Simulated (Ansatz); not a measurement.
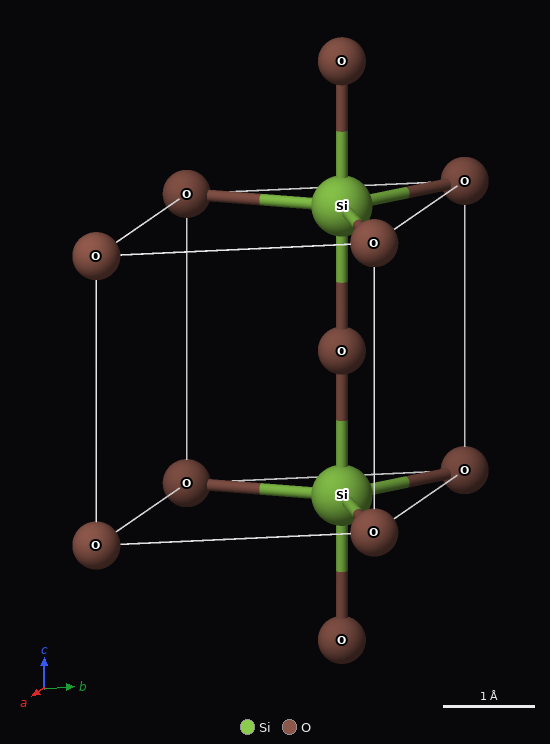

A ball-and-stick picture of a crystal structure, seen slightly off an axis. The parallelepiped is the conventional unit cell. A few atoms beyond the faces are included. Cell: a = 3.13 Å, b = 3.13 Å, c = 3.28 Å, α = 90.00°, β = 90.00°, γ = 120.00°.

The initial geometry was a structure type filled with these elements by a generator (whether the compound takes this form wasn't checked). Earlier steps of the study may have refined or changed the cell and positions. An electronic-structure calculation with Ansatz was run on it.

Notes on the structure:

Answer. The formula is SiO$_{2}$. The atoms follow space group P-6m2 (No. 187); the Bravais lattice is primitive hexagonal. The cell comprises 1 formula unit: 1 Si, 2 O. Around each Si lie five O in a distorted trigonal bipyramidal arrangement at about 1.6 to 1.8 Å. O takes two kinds of site: 1a with three Si in a trigonal planar arrangement at about 1.8 Å; 1d with two Si in a linear arrangement at about 1.6 Å. The bonds build a three-dimensional framework.

Level of theory and settings: DFT PBE+D3(BJ), scalar-relativistic, plane waves, PAW (Ansatz 0.2.0), a 420 eV plane-wave basis, a 12×12×8 k-point grid, Gaussian smearing of 0.02 eV, no spin polarisation.

Is it conducting or gapped at this level?

Answer. A semiconductor at this level, with a gap of 1.77 eV, indirect.

What net charge does each kind of atom have (Bader)?

Answer. Si +3.25 e; O -1.64 to -1.61 e.

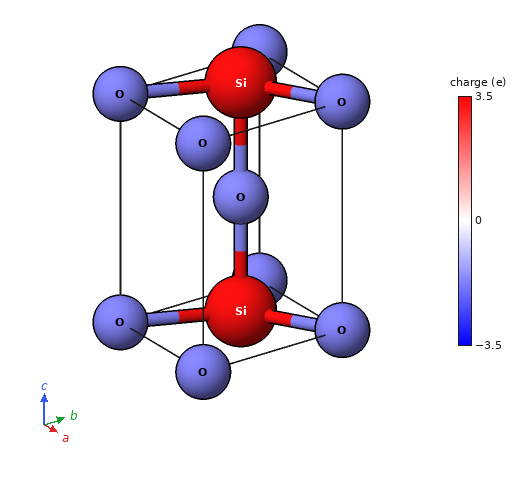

The atoms coloured by those charges. The run's cell of 3 atoms is drawn.

Is this an equilibrium geometry for the method given?

Answer. Yes. All forces vanish to within 0.01 eV/Å. The pressure is 0.0 GPa, close to zero.
